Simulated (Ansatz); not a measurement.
# twin(10-13) boundary in hcp Ru with Re (substitutional): structure and resistance, part 2 of 2

How much does the twin(10-13) boundary in hcp Ru with Re (substitutional) reflect electrons?

Ansatz 0.2.0; Ansatz plane-wave DFT, PBE, PAW files; relaxation of a bicrystal slab with its lowest layers held; PAW set soft_1 (the session's first sound run).

So far: Starting point; Relaxing the bicrystal.

**2. Relaxing the bicrystal (continued)**

Step by step:

```
step  energy less that of the first step (eV)  largest force component (eV/Å)
   1                                   0.0000                          1.4213
   2                                  -0.3749                          1.0617
   3                                  -0.5136                          0.1244
   4                                  -0.5172                          0.0581
   5                                  -0.5181                          0.0149
```

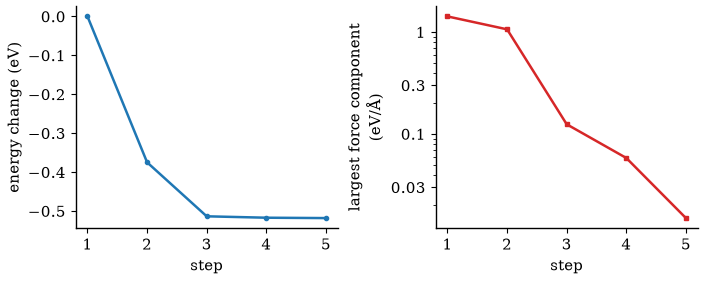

Energy and largest force along the relaxation.

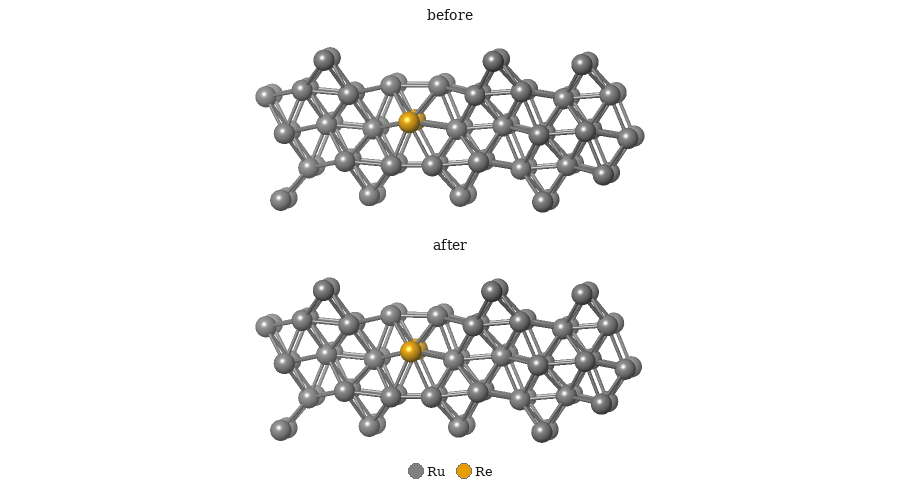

The structure before and after the relaxation, drawn at the same scale.

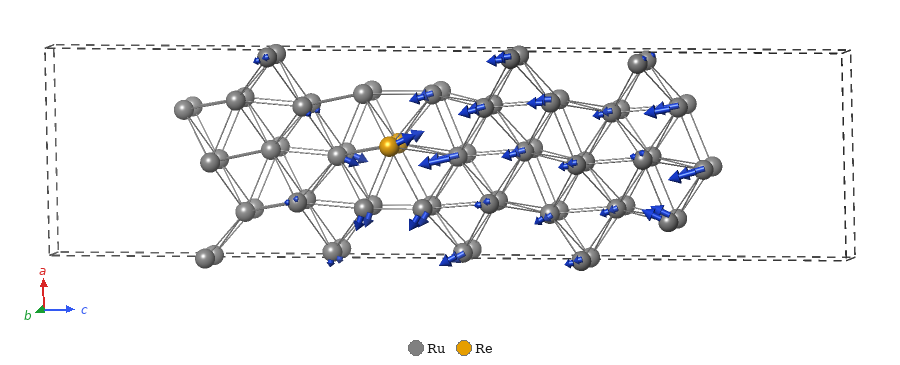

Displacements in the relaxation, exaggerated; the longest in the cell stands for 0.17 Å. 1×2×1 cells are drawn.

The atoms that moved most (Å):

```
atom      dx      dy      dz  length
Ru17  -0.038   0.006  -0.170   0.174
Ru33  -0.042   0.010  -0.149   0.155
Ru32  -0.027   0.006  -0.142   0.144
Ru31   0.047  -0.006  -0.104   0.114
Re14   0.046  -0.008   0.101   0.111
Ru19  -0.025   0.005  -0.098   0.102
Ru18  -0.048   0.010  -0.089   0.101
Ru15  -0.079   0.013  -0.048   0.094
```

The relaxed structure:

```cif
data_structure
_symmetry_space_group_name_H-M 'P 1'
_symmetry_Int_Tables_number 1
_cell_length_a 8.3417
_cell_length_b 2.7058
_cell_length_c 31.6163
_cell_angle_alpha 90.000
_cell_angle_beta 90.000
_cell_angle_gamma 80.666
_cell_volume 704.16
loop_
_atom_site_label
_atom_site_type_symbol
_atom_site_fract_x
_atom_site_fract_y
_atom_site_fract_z
_atom_site_occupancy
Ru1 Ru 0.70879 0.10394 0.15815 1
Ru2 Ru 0.00618 0.95525 0.19028 1
Ru3 Ru 0.46565 0.72551 0.19670 1
Ru4 Ru 0.76305 0.57681 0.22883 1
Ru5 Ru 0.22252 0.34707 0.23526 1
Ru6 Ru 0.51991 0.19838 0.26739 1
Ru7 Ru 0.97788 0.96929 0.27272 1
Ru8 Ru 0.27678 0.81994 0.30509 1
Ru9 Ru 0.73393 0.59115 0.31289 1
Ru10 Ru 0.02901 0.44365 0.34432 1
Ru11 Ru 0.48923 0.21333 0.35334 1
Ru12 Ru 0.79116 0.06270 0.38320 1
Ru13 Ru 0.24048 0.83771 0.38864 1
Re14 Re 0.55306 0.68183 0.42479 1
Ru15 Ru 0.24027 0.83811 0.46170 1
Ru16 Ru 0.78762 0.06458 0.46704 1
Ru17 Ru 0.48841 0.21416 0.49641 1
Ru18 Ru 0.02775 0.44507 0.50539 1
Ru19 Ru 0.73317 0.59212 0.53722 1
Ru20 Ru 0.27624 0.82064 0.54555 1
Ru21 Ru 0.97819 0.96960 0.57619 1
Ru22 Ru 0.51746 0.20023 0.58274 1
Ru23 Ru 0.21868 0.34924 0.61596 1
Ru24 Ru 0.76264 0.57766 0.62118 1
Ru25 Ru 0.46479 0.72653 0.65429 1
Ru26 Ru 0.00487 0.95635 0.66092 1
Ru27 Ru 0.70745 0.10514 0.69272 1
Ru28 Ru 0.24707 0.33549 0.69941 1
Ru29 Ru 0.95312 0.48234 0.73351 1
Ru30 Ru 0.49356 0.71241 0.73867 1
Ru31 Ru 0.20076 0.85845 0.76838 1
Ru32 Ru 0.73227 0.09279 0.77361 1
Ru33 Ru 0.43297 0.24297 0.80552 1
```

This step gave:

| Property | Result |
| --- | --- |
| free energy | -198977.7350 eV |
| energy at zero smearing | -198977.1780 eV |
| Fermi energy | 13.26 eV |

The largest force component on a free atom ends at 0.015 eV/Å, under the tolerance of 0.03, after 5 steps.

**3. Transmission across the boundary**

This step: Ansatz plane-wave DFT, PBE, PAW files; ballistic transport by layer matching (Landauer), zero bias; boundary relaxed in a short slab, bulk layers laid on; PAW set soft_1 (Ansatz 0.2.0).

System of this step: twin(10-13) boundary in hcp Ru with Re (substitutional). The cell holds 73 atoms: 72 Ru and 1 Re. Its edges and angles: a = 8.342 Å, b = 2.706 Å, c = 52.926 Å, α = 90.0°, β = 90.0°, γ = 80.7°. It derives from Ru. Regions: lower grain, 28 atoms (28 Ru); boundary, 21 atoms (20 Ru and 1 Re); upper grain, 24 atoms (24 Ru). Vacuum lies along c.

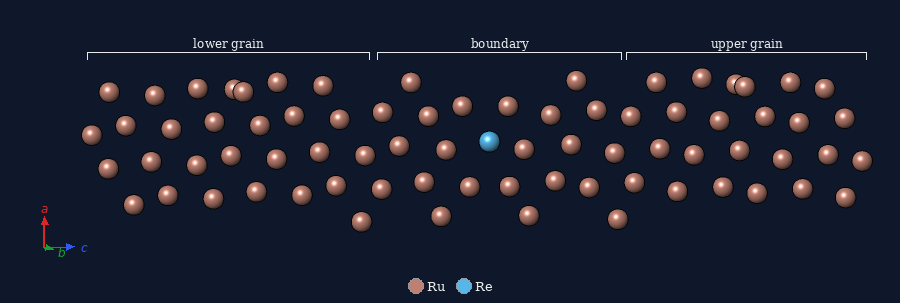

The cell of this step (ruthenium pink, rhenium blue). Some periodic images of atoms are drawn too.

File input.yaml:

```yaml
crystal:
  lattice:
    - [8.3417110409, 0.0, 0.0]
    - [0.4388400416, 2.669976228, 0.0]
    - [0.0, 0.0, 52.92626604]
  atoms:
    - { symbol: Ru, position: [4.6263567791, -10.3548450563, 0.0755768411] }
    - { symbol: Ru, position: [4.9237476689, -10.5035405011, 0.0947698692] }
    - { symbol: Ru, position: [4.3832258469, -9.7332795902, 0.0986084749] }
    - { symbol: Ru, position: [4.6806167368, -9.881975035, 0.117801503] }
    - { symbol: Ru, position: [4.1400949148, -9.1117141241, 0.1216401086] }
    - { symbol: Ru, position: [4.4374858046, -9.2604095689, 0.1408331367] }
    - { symbol: Ru, position: [3.8969639826, -8.490148658, 0.1446717423] }
    - { symbol: Ru, position: [4.1943548724, -8.6388441028, 0.1638647704] }
    - { symbol: Ru, position: [3.6538330504, -7.8685831919, 0.167703376] }
    - { symbol: Ru, position: [3.9512239403, -8.0172786368, 0.1868964041] }
    - { symbol: Ru, position: [3.4107021182, -7.2470177258, 0.1907350097] }
    - { symbol: Ru, position: [3.7080930081, -7.3957131707, 0.2099280379] }
    - { symbol: Ru, position: [3.1675711861, -6.6254522598, 0.2137666435] }
    - { symbol: Ru, position: [3.4649620759, -6.7741477046, 0.2329596716] }
    - { symbol: Ru, position: [2.9244402539, -6.0038867937, 0.2367982772] }
    - { symbol: Ru, position: [3.2218311437, -6.1525822385, 0.2559913053] }
    - { symbol: Ru, position: [2.6813093217, -5.3823213276, 0.2598299109] }
    - { symbol: Ru, position: [2.9787002116, -5.5310167724, 0.279022939] }
    - { symbol: Ru, position: [2.4381783895, -4.7607558615, 0.2828615446] }
    - { symbol: Ru, position: [2.7355692794, -4.9094513063, 0.3020545727] }
    - { symbol: Ru, position: [2.1950474574, -4.1391903954, 0.3058931784] }
    - { symbol: Ru, position: [2.4924383472, -4.2878858402, 0.3250862065] }
    - { symbol: Ru, position: [1.9519165252, -3.5176249293, 0.3289248121] }
    - { symbol: Ru, position: [2.249307415, -3.6663203741, 0.3481178402] }
    - { symbol: Ru, position: [1.708785593, -2.8960594632, 0.3519564458] }
    - { symbol: Ru, position: [2.0061764829, -3.0447549081, 0.3711494739] }
    - { symbol: Ru, position: [1.4656546609, -2.2744939971, 0.3749880795] }
    - { symbol: Ru, position: [1.7630455507, -2.423189442, 0.3941811076] }
    - { symbol: Ru, position: [0.2225237287, 0.347071469, 0.3980197133] }
    - { symbol: Ru, position: [0.5199146185, 0.1983760241, 0.4172127414] }
    - { symbol: Ru, position: [0.9778780176, 0.9692899467, 0.4203968223] }
    - { symbol: Ru, position: [0.2767757637, 0.8199390026, 0.4397372498] }
    - { symbol: Ru, position: [0.7339318609, 0.5911490675, 0.44439698] }
    - { symbol: Ru, position: [0.0290140517, 0.4436532113, 0.4631673206] }
    - { symbol: Ru, position: [0.4892293355, 0.2133264116, 0.4685591265] }
    - { symbol: Ru, position: [0.7911624034, 0.0626971855, 0.4863946613] }
    - { symbol: Ru, position: [0.2404808825, 0.8377136172, 0.4896473853] }
    - { symbol: Re, position: [0.5530566663, 0.6818271412, 0.5112397109] }
    - { symbol: Ru, position: [0.2402690663, 0.8381057847, 0.5332888358] }
    - { symbol: Ru, position: [0.7876162389, 0.064581108, 0.5364769166] }
    - { symbol: Ru, position: [0.488407546, 0.2141632639, 0.5540208683] }
    - { symbol: Ru, position: [0.0277507181, 0.4450733196, 0.5593883986] }
    - { symbol: Ru, position: [0.7331678911, 0.5921201878, 0.5784036774] }
    - { symbol: Ru, position: [0.2762372714, 0.8206370534, 0.583375506] }
    - { symbol: Ru, position: [0.9781872489, 0.969600061, 0.6016835755] }
    - { symbol: Ru, position: [0.5174588431, 0.2002279091, 0.605593382] }
    - { symbol: Ru, position: [0.2186826366, 0.3492382415, 0.6254391974] }
    - { symbol: Ru, position: [0.7626395322, 0.5776566848, 0.6285570043] }
    - { symbol: Ru, position: [0.4647866658, 0.7265266555, 0.648337076] }
    - { symbol: Ru, position: [2.0055394761, -3.0438215183, 0.6518821598] }
    - { symbol: Ru, position: [1.7081485863, -2.8951260735, 0.6710751879] }
    - { symbol: Ru, position: [2.2486704083, -3.6653869844, 0.6749137935] }
    - { symbol: Ru, position: [1.9512795185, -3.5166915396, 0.6941068216] }
    - { symbol: Ru, position: [2.4918013405, -4.2869524505, 0.6979454273] }
    - { symbol: Ru, position: [2.1944104506, -4.1382570057, 0.7171384554] }
    - { symbol: Ru, position: [2.7349322727, -4.9085179166, 0.720977061] }
    - { symbol: Ru, position: [2.4375413828, -4.7598224718, 0.7401700891] }
    - { symbol: Ru, position: [2.9780632048, -5.5300833827, 0.7440086947] }
    - { symbol: Ru, position: [2.680672315, -5.3813879379, 0.7632017228] }
    - { symbol: Ru, position: [3.221194137, -6.1516488488, 0.7670403284] }
    - { symbol: Ru, position: [2.9238032472, -6.002953404, 0.7862333565] }
    - { symbol: Ru, position: [3.4643250692, -6.7732143149, 0.7900719621] }
    - { symbol: Ru, position: [3.1669341793, -6.6245188701, 0.8092649903] }
    - { symbol: Ru, position: [3.7074560013, -7.394779781, 0.8131035959] }
    - { symbol: Ru, position: [3.4100651115, -7.2460843361, 0.832296624] }
    - { symbol: Ru, position: [3.9505869335, -8.016345247, 0.8361352296] }
    - { symbol: Ru, position: [3.6531960437, -7.8676498022, 0.8553282577] }
    - { symbol: Ru, position: [4.1937178657, -8.6379107131, 0.8591668633] }
    - { symbol: Ru, position: [3.8963269759, -8.4892152683, 0.8783598914] }
    - { symbol: Ru, position: [4.4368487979, -9.2594761792, 0.882198497] }
    - { symbol: Ru, position: [4.139457908, -9.1107807344, 0.9013915251] }
    - { symbol: Ru, position: [4.67997973, -9.8810416453, 0.9052301308] }
    - { symbol: Ru, position: [4.3825888402, -9.7323462005, 0.9244231589] }
kpoints:
  mp_grid: { grid: [3, 9, 1] }
hamiltonian:
  xc: pbe
  pseudopotentials: { kind: paw, azcp: { folder: soft_1 } }
scf:
  occupations: { method: fermi_dirac, width: 0.1 }
output:
  transmission:
    leads: [[16, 18], [57, 59]]
    kmesh: [8, 24]
    e_range: [-0.1, 0.1]
    de: 0.05
  write_potential: true
  write_density: true
  volumetric_format: npy
  elf: true
```

The run is started by

```bash
ansatz run input.yaml --threads 4 --pin off --max-ram 15360MiB --backend cpu --events-out ev --progress --plain --runs-dir out
```

Numbers of over 12 decimals in the logs are rounded to 6 here.

The program printed:

```text
[...]
Crystal: 73 atoms, lattice volume = 1178.783 Å³
Basis set: ecut = 420 eV, 23175 PW (Γ)
Bands: 701, of which v1, the nominal top of the filled ones, is band 584 counted from 1 (583 counted from 0)
Symmetry: 1 space group operations
[...]
k-points: 14 of 27 (time reversal used)
[...]
SCF iter   1: F=—  HF=-434174.470616 eV  |F-HF|=—  |Δ(HF+E_count)|=         —  Δρ=1.12e-1  dr2=5.80e2  ethr=3.10e-3  ⟨swp⟩=6.9  Hψ=35336  notcnv=0
[...]
SCF iter  13: F=-434127.355319 eV  HF=-434127.355319 eV  |F-HF|=1.07e-8  |Δ(HF+E_count)|=   1.46e-8  Δρ=8.62e-7  dr2=1.73e-8  ethr=8.57e-12  ⟨swp⟩=8.6  Hψ=22344  notcnv=0
SCF 1 converged in 13 iterations: F = -434127.355319 eV  dr2 = 1.73e-8
[...]
transmission: 804 of 8036 steps passed
transmission: 1608 of 8036 steps passed
[...]
transmission: 8036 of 8036 steps passed
WARN: The output density's exchange-correlation potential varies sharply where the density is thin. Do not read a vacuum level from v_tot or v_xc, or from such a field of the output density. On a cell that repeats whose density bears no net charge and no dipole along the vacuum's axis use v_es (v_loc + v_h of the components); under efield.dipole_correction with no amplitude use v_es + v_field, which holds any externa [...]
SCF converged after 13 iterations
Free energy (F): -434127.355319 eV
[...]
Internal energy: -434125.161999 eV  (E = F + TS)
E sigma→0 (E₀):  -434126.258659 eV
Entropy (-TS):   -2.193320 eV (-30.045 meV/atom)
Fermi energy:    18.944157 eV
[...]
--- Band table (eV; the first three rows and the last of 14) ---
  k-point 0: bands = [... 580 lower, 18.6971, 18.7277, 18.7363, 18.7971, 18.7980, 18.8359, 18.8528, 18.8654, ... 113 higher]
  k-point 1: bands = [... 580 lower, 18.5298, 18.5581, 18.5942, 18.6515, 18.6780, 18.6812, 18.7340, 18.7405, ... 113 higher]
  k-point 2: bands = [... 580 lower, 18.4116, 18.4370, 18.4651, 18.5124, 18.5330, 18.5603, 18.5880, 18.6415, ... 113 higher]
  k-point 13: bands = [... 580 lower, 18.2576, 18.2870, 18.3119, 18.3271, 18.3430, 18.3720, 18.4057, 18.4337, ... 113 higher]
--- Transmission ---
  basis      : 195 plane waves across, 82 finite elements along
  points     : 98, standing for a mesh of 8 x 24
  energies   : 5 from -0.100000 to 0.100000 eV about the Fermi level, 0.050000 eV apart; the leads are filled to 0.000000 eV, and channels, transmission and decay are at 0.000000 eV
  crystal 0  : Ru4, at the sites [16, 18], period 2.4380 Å, over 18.28 Å; its Hamiltonian steps by up to 16.5 meV
    offset         : up to 0.0000 Å between an atom of the period and one for which it stands
    channels       : 5.104167e0 a spin
    conductance    : none, the energies end too early or step too widely for 300 K: set another output.transmission.e_range or a lower de, or, where they end at an eighth of basis.ecutwfc, a higher one
[...]
channels       : 5.114583e0 a spin
[...]
junction   : crystal 0 to crystal 1, 13.04 to 41.10 Å
    transmission   : 2.490446e0 a spin
[...]
```

Wall time 49 min (4 threads of Arm Neoverse V1, shared host); peak memory 12 GiB; 3 h of CPU time.

This step gave:

| Property | Result |
| --- | --- |
| free energy | -434127.3553 eV |
| energy at zero smearing | -434126.2587 eV |
| Fermi energy | 18.94 eV |
| cell area | 22.27 Å² |
| transmission per spin nearest the Fermi level | 2.490 |
| open channels per spin nearest the Fermi level | 5.104 |
| open channels per spin, upper lead | 5.115 |
| step of the lead's potential | 16.5 meV |
| step of the upper lead's potential | 24.4 meV |

Per spin. Transmission, zone mean against energy, zero at the Fermi level:

```
energy (eV)  transmission, zone mean
    -0.1000                     2.57
    -0.0500                     2.53
     0.0000                     2.49
     0.0500                     2.46
     0.1000                     2.49
```

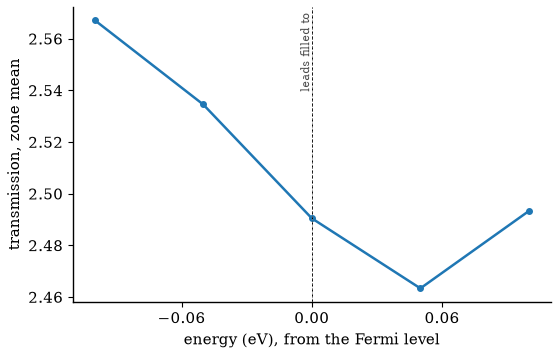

Transmission, zone mean against energy.

Per spin. Table of open channels, zone mean by energy, zero at the Fermi level:

```
energy (eV)  lead  upper lead
    -0.1000  5.08        5.09
    -0.0500  5.20        5.20
     0.0000  5.10        5.11
     0.0500  4.98        5.01
     0.1000  4.94        4.96
```

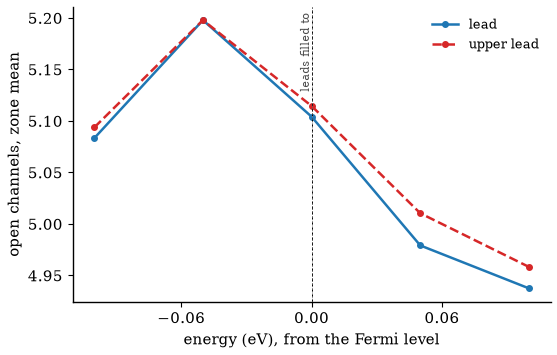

Open channels, zone mean against energy.

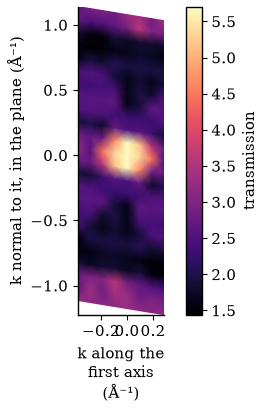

Transmission over k1 and k2. At 0.0000 eV from the Fermi level.

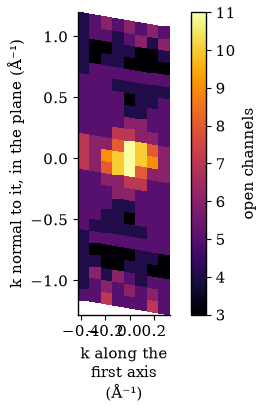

Open channels over k1 and k2. At 0.0000 eV from the Fermi level.

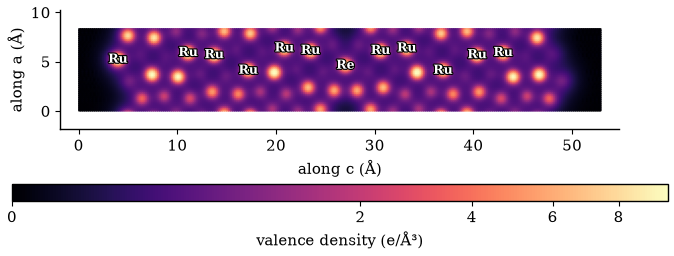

Valence density in the ca plane at fractional y = 0.645, with atoms of Ru and Re within 0.2 Å of it. It is the smooth field of the valence electrons, not physical close to the nuclei. The colour scale is stretched toward low values.

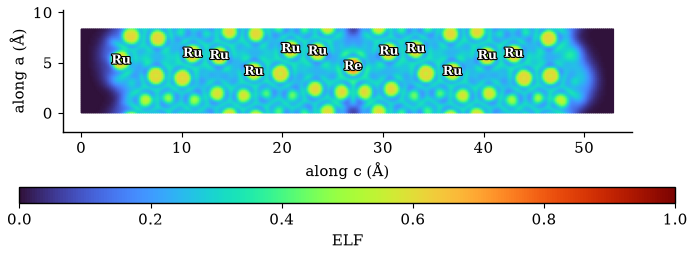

ELF in the ca plane at fractional y = 0.645, with atoms of Ru and Re within 0.2 Å of it. It is the smooth field of the valence electrons, not physical close to the nuclei.

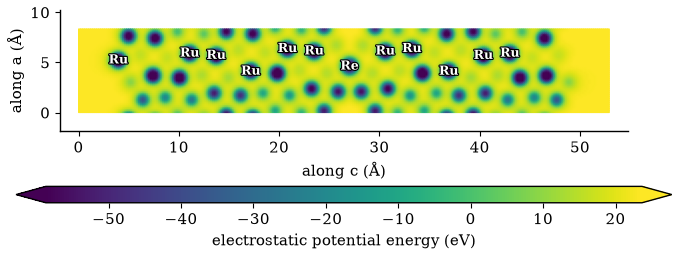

Electrostatic potential energy in the ca plane at fractional y = 0.645, with atoms of Ru and Re within 0.2 Å of it. With pseudopotentials it is smooth inside the atoms' cores, unlike the true potential.

Over the solved energies the transmission per spin lies between 2.46 and 2.57, out of 5.06 channels of the lead on average (up to 5.20).

**4. Specific resistance**

This step: Ansatz plane-wave DFT, PBE, PAW files; ballistic transport by layer matching (Landauer), zero bias; specific resistance of the boundary; PAW set soft_1 (Ansatz 0.2.0).

This step gave:

```yaml
area_resistance: 0.5781 fΩ m²
t_over_the_leads_mean_channel_count: 0.4952
```

Averaged over the energies near the Fermi level, 49.5 % of the channels pass, which makes 0.578 fΩ m².

By hand, with T and the leads' channels N averaged over the energies near the Fermi level: RA = A (h/2e²)(1/T − ½[1/N₁ + 1/N₂]) = 22.27×10⁻²⁰ m² × 12 906 Ω × (1/2.510 − ½[1/5.060 + 1/5.075]) = 0.578 fΩ m².

**5. Outcome**

- specific resistance of the boundary: 0.578 fΩ m²
- share of channels that pass: 0.495

In words: The boundary has a specific resistance of 0.58 fΩ m². The boundary reflects 50 % of the channels; 0.58 fΩ m² is 5.8×10⁻¹² Ω·cm². One Re in 22.3 Å² of boundary is a high coverage. Each plane of this narrow cell holds one atom, so the solute fills a whole plane. One starting structure was relaxed; another shift or atom count at the boundary may lie lower. Spin-orbit coupling is left out, which matters for Re.

[Logs are printed without paths, hosts, clocks, repeated set-up lines and the standing remarks that a program may print on its own settings, such as how far it seeks lower states.]

[Hosts, paths, dates, database ids (printed as entryN), source tags and the programs' standing remarks are cut or masked in the printed files.]
